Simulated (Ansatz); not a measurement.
**Sb: geometry relaxation (part 1 of 2)**

The run: geometry relaxation of Sb (Fd-3m, 2 atoms in the cell). Method and program: DFT, PBE, PAW with Ansatz's default frozen-core files, scalar-relativistic, no spin polarisation (Ansatz 0.2.0).

The structure was built on a prototype by a generator; it need not be a known phase. Its volume is 0.44 times that of the source entry. It belongs to a series of runs on one base structure; here: diamond relaxed under pressure, PAW files.

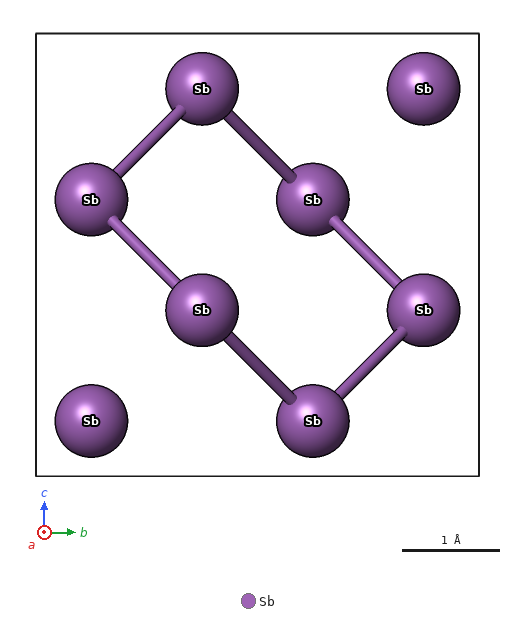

**Figure 1.** The input geometry (ball-and-stick view of the cell 4 times as large as that of the calculation, set on its symmetry axes, along the a axis).

## Input file
```yaml
crystal:
  lattice:
    - [0.0, 2.293905427, 2.293905427]
    - [2.293905427, 0.0, 2.293905427]
    - [2.293905427, 2.293905427, 0.0]
  atoms:
    - { symbol: Sb, position: [-0.125, -0.125, -0.125] }
    - { symbol: Sb, position: [0.125, 0.125, 0.125] }
kpoints:
  mp_grid: { grid: [14, 14, 14] }
scf:
  occupations: { method: fermi_dirac, width: 0.1 }
hamiltonian:
  xc: pbe
  pseudopotentials: { kind: paw }
output:
  forces: true
  stress: true
  eigenvalues: true
  write_density: true
  write_potential: true
  elf: true
  volumetric_format: npy
relax:
  f_tol: 0.005
  max_steps: 40
  cell: { p_target: 370.0, stress_tol: 0.185 }
```

Command:
```bash
ansatz run input.yaml --threads 1 --pin off --max-ram 3584MiB --backend cpu --events-out ev --progress --plain --runs-dir out
```

## What the program printed
```
Engine: ansatz 0.2.0, aarch64-unknown-linux-gnu
Pseudopotentials: kind: paw
Pseudopotential: Sb, paw, valence charge 15, recommended cutoff 420 eV (normal), Sb.paw.azcp
Functional definition: PBE
  parameter kappa = 0.804
  parameter beta = 0.06672455060314922
  exchange = pbe_x(kappa = kappa, mu = beta*pi^2/3)
  correlation = pbe_c(beta = beta)
Crystal: 2 atoms, lattice volume = 24.141 Å³
Basis set: ecut = 420 eV, 459 PW (Γ), exchange–correlation on 48×48×48 points (8 copies of the dense FFT grid, shifted against one another)
Bands: 19, of which v1, the nominal top of the filled ones, is band 15 counted from 1 (14 counted from 0)
Symmetry: 48 space group operations
Space group: Fd-3m (ITA 227), of the structure as read, at distance tolerance 2.9e-5 Å
k-points: 104 of 2744
Non-local potential: Sb, projectors of the file, l = 0: 2, l = 1: 2, l = 2: 2, l = 3: 2
PAW form: soft (Blöchl's): semilocal exchange-correlation on the pseudo side does not see the compensation charge
PAW one-centre angular grid: Sb, 590 points (default); XC on 64 Gauss nodes
Initial density: superposition of atomic densities (neutral atoms: chi_scale 0, normalization atom), corrected by the library's trained network
Initial wavefunctions: pseudopotential atomic-orbital guess
Functional: x = pbe(κ = 0.804, μ = 0.2195149727645171), c = pbe(β = 0.06672455060314922)
SCF iter   1: F=—  HF=-12932.956010 eV  |F-HF|=—  |Δ(HF+E_count)|=         —  Δρ=2.59e-2  dr2=1.10e-1  ethr=1.77e-3  ⟨swp⟩=5.9  Hψ=9887  notcnv=0
preconditioner: auto → Kerker (q_TF=auto, 2.829 Å⁻¹)  [metal: Δε(μ)=0.022 eV  Ē_g=31.192 eV  σ=0.100 eV  W_gap=0.05  n_scr=14 (ndim 8)  ℏωp=41.4 eV  f_vac=0.000  D(μ)=0.83/eV (n_scr^D=8)]
SCF iter   2: F=—  HF=-12932.932880 eV  |F-HF|=—  |Δ(HF+E_count)|=   2.31e-2  Δρ=1.61e-2  dr2=4.76e-2  ethr=3.66e-4  ⟨swp⟩=1.1  Hψ=2823  notcnv=0
SCF iter   3: F=—  HF=-12932.913735 eV  |F-HF|=—  |Δ(HF+E_count)|=   1.91e-2  Δρ=2.26e-3  dr2=1.24e-3  ethr=1.59e-4  ⟨swp⟩=2.9  Hψ=3926  notcnv=0
SCF iter   4: F=—  HF=-12932.913582 eV  |F-HF|=—  |Δ(HF+E_count)|=   1.52e-4  Δρ=3.52e-4  dr2=3.78e-5  ethr=4.12e-6  ⟨swp⟩=2.0  Hψ=2496  notcnv=0
SCF iter   5: F=—  HF=-12932.913574 eV  |F-HF|=—  |Δ(HF+E_count)|=   7.85e-6  Δρ=8.82e-5  dr2=8.69e-7  ethr=1.26e-7  ⟨swp⟩=2.6  Hψ=3187  notcnv=0
SCF iter   6: F=-12932.913574 eV  HF=-12932.913574 eV  |F-HF|=2.82e-9  |Δ(HF+E_count)|=   5.76e-7  Δρ=2.08e-5  dr2=4.84e-8  ethr=3.33e-10  ⟨swp⟩=11.1  Hψ=15364  notcnv=0
SCF 1 converged in 6 iterations: F = -12932.913574 eV  dr2 = 4.84e-8
  greatest PAW one-centre occupation: 1.006 electrons in one spin orbital (limit 2), on the Sb atom at site 1 (counted from 0), in its partial waves of l = 2
relax step   1: F+E_penalty+E_count = -12932.91357383 eV  Δ(F+E_penalty+E_count) = +0.000e0 eV  max|allowed force component| = 4.048e-18 eV/Å  Δτ_max = 0.0000 Å  P = +587.810 GPa  Ω = 24.141 Å³  (6 SCF iters, dr2 threshold 1.00e-7 eV, accepted)
Crystal: 2 atoms, lattice volume = 27.847 Å³
Basis set: ecut = 420 eV, 537 PW (Γ), exchange–correlation on 48×48×48 points (8 copies of the dense FFT grid, shifted against one another)
Initial density: handed on by an earlier stage of this run
Initial wavefunctions: those handed on with the density
iter 1 solved again at ethr=4.61e-5 eV; its pass at ethr=3.10e-3 eV (dr2=1.38e-2 eV) is discarded
SCF iter   1: F=—  HF=-12943.846567 eV  |F-HF|=—  |Δ(HF+E_count)|=         —  Δρ=9.27e-3  dr2=1.42e-2  ethr=4.61e-5  ⟨swp⟩=1.1  Hψ=13399  notcnv=0
preconditioner: auto → Kerker (q_TF=auto, 2.762 Å⁻¹)  [metal: Δε(μ)=0.016 eV  Ē_g=30.182 eV  σ=0.100 eV  W_gap=0.04  n_scr=14 (ndim 8)  ℏωp=38.5 eV  f_vac=0.000  D(μ)=0.97/eV (n_scr^D=8)]
SCF iter   2: F=—  HF=-12943.849504 eV  |F-HF|=—  |Δ(HF+E_count)|=   2.94e-3  Δρ=6.00e-3  dr2=7.10e-3  ethr=4.61e-5  ⟨swp⟩=1.0  Hψ=1976  notcnv=0
SCF iter   3: F=—  HF=-12943.849369 eV  |F-HF|=—  |Δ(HF+E_count)|=   1.35e-4  Δρ=8.02e-4  dr2=1.49e-4  ethr=2.37e-5  ⟨swp⟩=2.0  Hψ=2516  notcnv=0
SCF iter   4: F=—  HF=-12943.849348 eV  |F-HF|=—  |Δ(HF+E_count)|=   2.15e-5  Δρ=2.30e-4  dr2=1.18e-5  ethr=4.98e-7  ⟨swp⟩=2.1  Hψ=2750  notcnv=0
SCF iter   5: F=—  HF=-12943.849352 eV  |F-HF|=—  |Δ(HF+E_count)|=   4.55e-6  Δρ=5.25e-5  dr2=8.20e-7  ethr=3.94e-8  ⟨swp⟩=2.2  Hψ=2406  notcnv=0
SCF iter   6: F=-12943.849352 eV  HF=-12943.849352 eV  |F-HF|=3.65e-9  |Δ(HF+E_count)|=   6.47e-8  Δρ=8.85e-6  dr2=1.03e-8  ethr=6.67e-10  ⟨swp⟩=10.7  Hψ=14200  notcnv=0
SCF 2 converged in 6 iterations: F = -12943.849352 eV  dr2 = 1.03e-8
  greatest PAW one-centre occupation: 1.002 electrons in one spin orbital (limit 2), on the Sb atom at site 1 (counted from 0), in its partial waves of l = 2
relax step   2: F+E_penalty+E_count = -12943.84935232 eV  Δ(F+E_penalty+E_count) = -1.094e1 eV  max|allowed force component| = 1.457e-16 eV/Å  Δτ_max = 0.0000 Å  P = +377.709 GPa  Ω = 27.847 Å³  energy of the carried Pulay correction = -8.804e-3 eV  (6 SCF iters, dr2 threshold 2.00e-7 eV, accepted)
Crystal: 2 atoms, lattice volume = 28.004 Å³
iter 1 solved again at ethr=4.25e-8 eV; its pass at ethr=3.10e-3 eV (dr2=1.28e-5 eV) is discarded
SCF iter   1: F=—  HF=-12944.217250 eV  |F-HF|=—  |Δ(HF+E_count)|=         —  Δρ=3.59e-4  dr2=1.82e-5  ethr=4.25e-8  ⟨swp⟩=3.1  Hψ=11953  notcnv=0
preconditioner: auto → Kerker (q_TF=auto, 2.760 Å⁻¹)  [metal: Δε(μ)=0.018 eV  Ē_g=30.010 eV  σ=0.100 eV  W_gap=0.05  n_scr=14 (ndim 8)  ℏωp=38.4 eV  f_vac=0.000  D(μ)=0.98/eV (n_scr^D=8)]
SCF iter   2: F=—  HF=-12944.217255 eV  |F-HF|=—  |Δ(HF+E_count)|=   5.49e-6  Δρ=2.27e-4  dr2=8.53e-6  ethr=4.25e-8  ⟨swp⟩=1.1  Hψ=2020  notcnv=0
SCF iter   3: F=-12944.217256 eV  HF=-12944.217256 eV  |F-HF|=2.01e-8  |Δ(HF+E_count)|=   1.24e-6  Δρ=2.46e-5  dr2=1.25e-7  ethr=6.67e-10  ⟨swp⟩=8.7  Hψ=15474  notcnv=0
SCF 3 converged in 3 iterations: F = -12944.217256 eV  dr2 = 1.25e-7
relax step   3: F+E_penalty+E_count = -12944.21725646 eV  Δ(F+E_penalty+E_count) = -3.679e-1 eV  max|allowed force component| = 1.596e-16 eV/Å  Δτ_max = 0.0000 Å  P = +371.079 GPa  Ω = 28.004 Å³  energy of the carried Pulay correction = -9.151e-3 eV  (3 SCF iters, dr2 threshold 2.00e-7 eV, accepted)
Crystal: 2 atoms, lattice volume = 28.030 Å³
iter 1 solved again at ethr=2.67e-9 eV; its pass at ethr=3.10e-3 eV (dr2=8.00e-7 eV) is discarded
SCF iter   1: F=—  HF=-12944.276884 eV  |F-HF|=—  |Δ(HF+E_count)|=         —  Δρ=8.03e-5  dr2=1.05e-6  ethr=2.67e-9  ⟨swp⟩=3.0  Hψ=11653  notcnv=0
preconditioner: auto → Kerker (q_TF=auto, 2.759 Å⁻¹)  [metal: Δε(μ)=0.008 eV  Ē_g=29.996 eV  σ=0.100 eV  W_gap=0.02  n_scr=14 (ndim 8)  ℏωp=38.4 eV  f_vac=0.000  D(μ)=0.98/eV (n_scr^D=8)]
SCF iter   2: F=—  HF=-12944.276883 eV  |F-HF|=—  |Δ(HF+E_count)|=   1.79e-6  Δρ=5.13e-5  dr2=5.01e-7  ethr=2.67e-9  ⟨swp⟩=1.0  Hψ=1976  notcnv=0
SCF iter   3: F=-12944.276882 eV  HF=-12944.276882 eV  |F-HF|=3.96e-9  |Δ(HF+E_count)|=   1.27e-7  Δρ=5.16e-6  dr2=8.06e-9  ethr=6.67e-10  ⟨swp⟩=7.0  Hψ=12191  notcnv=0
SCF 4 converged in 3 iterations: F = -12944.276882 eV  dr2 = 8.06e-9
relax step   4: F+E_penalty+E_count = -12944.27688248 eV  Δ(F+E_penalty+E_count) = -5.963e-2 eV  max|allowed force component| = 1.342e-16 eV/Å  Δτ_max = 0.0000 Å  P = +370.004 GPa  Ω = 28.030 Å³  energy of the carried Pulay correction = -9.208e-3 eV  (3 SCF iters, dr2 threshold 2.00e-7 eV, accepted)
Initial wavefunctions: pseudopotential atomic-orbital guess (no wavefunctions were taken with the density)
iter 1 solved again at ethr=2.88e-8 eV; its pass at ethr=3.10e-3 eV (dr2=8.63e-6 eV) is discarded
SCF iter   1: F=—  HF=-12944.285267 eV  |F-HF|=—  |Δ(HF+E_count)|=         —  Δρ=2.63e-4  dr2=2.49e-6  ethr=2.88e-8  ⟨swp⟩=3.6  Hψ=15956  notcnv=0
preconditioner: auto → Kerker (q_TF=auto, 2.759 Å⁻¹)  [metal: Δε(μ)=0.018 eV  Ē_g=29.994 eV  σ=0.100 eV  W_gap=0.04  n_scr=14 (ndim 8)  ℏωp=38.4 eV  f_vac=0.000  D(μ)=0.98/eV (n_scr^D=8)]
SCF iter   2: F=—  HF=-12944.285272 eV  |F-HF|=—  |Δ(HF+E_count)|=   4.96e-6  Δρ=1.44e-4  dr2=8.80e-7  ethr=8.31e-9  ⟨swp⟩=2.0  Hψ=3552  notcnv=0
SCF iter   3: F=—  HF=-12944.285275 eV  |F-HF|=—  |Δ(HF+E_count)|=   2.93e-6  Δρ=1.56e-5  dr2=3.16e-8  ethr=2.93e-9  ⟨swp⟩=2.0  Hψ=2509  notcnv=0
SCF iter   4: F=—  HF=-12944.285275 eV  |F-HF|=—  |Δ(HF+E_count)|=   4.59e-9  Δρ=2.55e-6  dr2=2.22e-9  ethr=1.05e-10  ⟨swp⟩=2.0  Hψ=2516  notcnv=0
SCF iter   5: F=-12944.285275 eV  HF=-12944.285275 eV  |F-HF|=1.82e-11  |Δ(HF+E_count)|=  3.91e-10  Δρ=5.09e-7  dr2=5.89e-11  ethr=1.00e-12  ⟨swp⟩=7.5  Hψ=10233  notcnv=0
SCF 5 converged in 5 iterations: F = -12944.285275 eV  dr2 = 5.89e-11
relax step   5: F+E_penalty+E_count = -12944.28527494 eV  Δ(F+E_penalty+E_count) = -8.392e-3 eV  max|allowed force component| = 1.434e-16 eV/Å  Δτ_max = 0.0000 Å  P = +369.940 GPa  Ω = 28.030 Å³  stress off target by 6.02e-2 GPa  SCF on the basis re-selected at this cell (its energy is not comparable with the rows above)  (5 SCF iters)
```

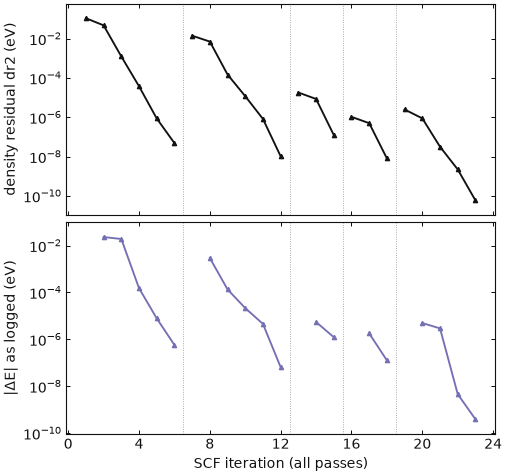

**Figure 2.** Convergence of the self-consistent field: density residual dr2 and size of the energy change against the SCF iteration. The dotted lines part the SCF passes of the relaxation: geometry steps, rejected trials and re-solves on a re-selected basis. The 5 passes take 3 to 6 iterations each, 23 in all.

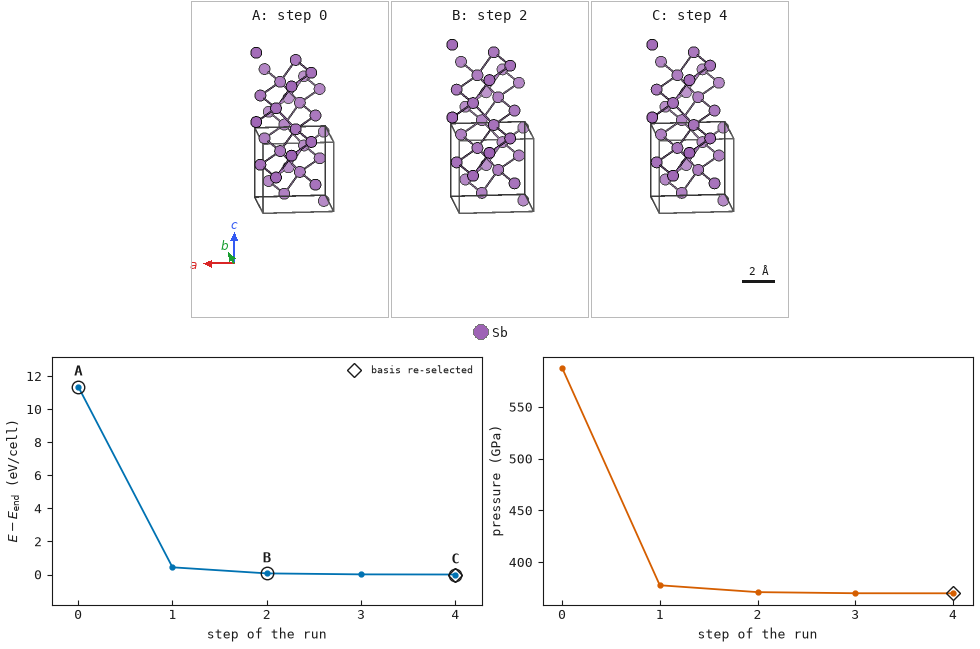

**Figure 3.** Frames of the relaxation (ball-and-stick view of the cell 4 times as large as that of the calculation, set on its symmetry axes, repeated 1 × 2 × 2, seen at an oblique angle) above the curves, on which the letters mark them (the first geometry is step 0 here and step 1 in the log).
